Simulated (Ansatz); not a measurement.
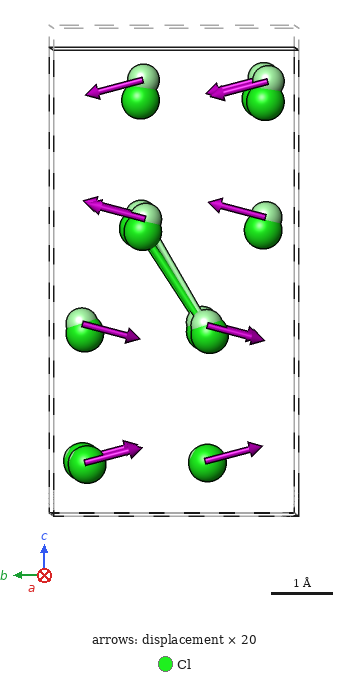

Crystalline Cl (set up in Cmce), drawn pale, and a changed version of it, drawn solid. The purple arrows show how the atoms are displaced (without the part that the change of the cell carries along), magnified 20 times. Style: ball-and-stick. Shown: the cell of the calculation, from a free direction.

Level of theory: DFT PBE+D3(BJ), scalar-relativistic, plane waves, PAW (Ansatz 0.2.0). Settings: plane-wave cutoff 420 eV; k-point mesh 4 × 8 × 4; occupations gaussian; smearing width 0.02 eV; no spin polarisation.

Question: What was done to the structure, and with what result?

Answer: Strain along c alone, −4.5 %, is applied. The other axes are held and the atoms relaxed. The volume changes by −4.5 %, with a unchanged at 6.591 Å, b unchanged at 4.069 Å, c 8.092 → 7.728 Å (−4.5 %). The largest moves relative to the cell, 0.051 Å, are those of Cl atoms. Near-neighbour distances before and after: Cl–Cl 2.033 → 2.038 Å. The space group stays Cmce (No. 64). It costs 4.7 meV per atom. The pressure goes from 0.0 to 0.7 GPa. The principal stresses (compression positive) are 1.3 GPa along c, 0.7 GPa along b, 0.1 GPa along a. The gap on the k-mesh: 2.19 eV before, 2.35 eV after.
